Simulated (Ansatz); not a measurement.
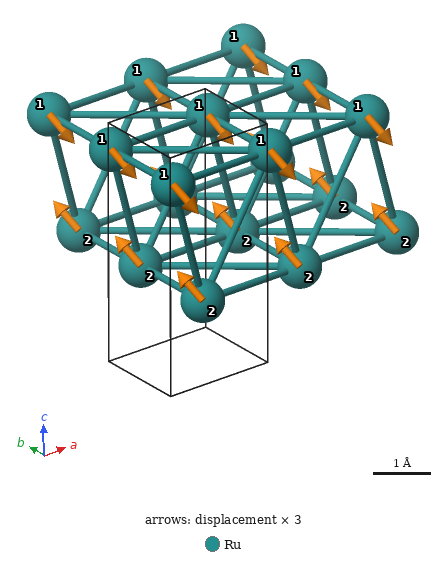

A relaxation of solid Ru (set up in P-1). The starting structure is drawn; orange arrows show the displacements (the part carried along by the change of the cell is left out), 3 times their true length.

Style: ball-and-stick. Shown: the reduced cell, repeated 3 × 3 × 1 with one cell outlined, slightly off an axis. Lengths and directions refer to the drawn axes.

Case: all atoms moved at random, sigma 0.4 Å for each component, cell strained at random, sigma 0.03; relaxed back.

These are results of Ansatz, DFT PBE, scalar-relativistic, plane waves, PAW, not measurements.

Input file:
```yaml
crystal:
  lattice:
    - [2.6571078821, 0.0696395144, -0.0517489593]
    - [-1.2682443524, 2.3977469794, 0.0080678749]
    - [-0.081746801, -0.0324802703, 4.320812267]
  atoms:
    - { symbol: Ru, position: [0.2868879151, 0.5971273387, 0.2119679736] }
    - { symbol: Ru, position: [0.7131120849, 0.4028726613, 0.7880320264] }
basis:
  ecutwfc: 420
kpoints:
  mp_grid: { grid: [12, 12, 8] }
hamiltonian:
  xc: pbe
scf:
  occupations: { method: gaussian, width: 0.15 }
output:
  forces: true
  stress: true
  eigenvalues: true
relax:
  adjacent_minimum: "off"
  f_tol: 0.01
  max_steps: 80
  cell: { stress_tol: 0.1 }
```

Launched with:
```bash
ansatz run input.yaml --threads 1 --pin off --max-ram 2560MiB --backend cpu --events-out ev --progress --plain --runs-dir out
```

> What happened in the run?

The energy falls by 663 meV per atom in 4 accepted moves (5 points after the start). The largest force component goes from 5.4 to 0.00022 eV/Å. The pressure goes from 23.49 to 0.00 GPa. At 1 point the geometry stayed and the basis and grid were re-selected for the new cell (energy shift of 0.1 meV per atom at most each time). The largest moves relative to the cell, 0.23 Å, are those of Ru1 and Ru2. Ru1 goes along [2 −3 −2]. The drawn cell changes as follows: a 2.659 → 2.720 Å (+2.3 %), b 2.713 → 2.720 Å (+0.3 %), c 4.322 → 4.297 Å (−0.6 %), α 89.7° → 90.0°, β 87.8° → 90.0°, γ 63.6° → 60.0°; the volume changes by −1.3 %. Among the contacts that change: Ru1–Ru2 3.146 → 2.661 Å, Ru1–Ru2 (another image) 2.245 → 2.661 Å, Ru1–Ru2 (another image) 2.370 → 2.661 Å, Ru1–Ru2 (another image) 2.893 → 2.661 Å. The space group (tolerance 0.01 Å) goes from P-1 (No. 2) to P6_3/mmc (No. 194). The run took 110 s on 1 thread of Arm Neoverse V1, on a shared host, peak memory 0.54 GiB.
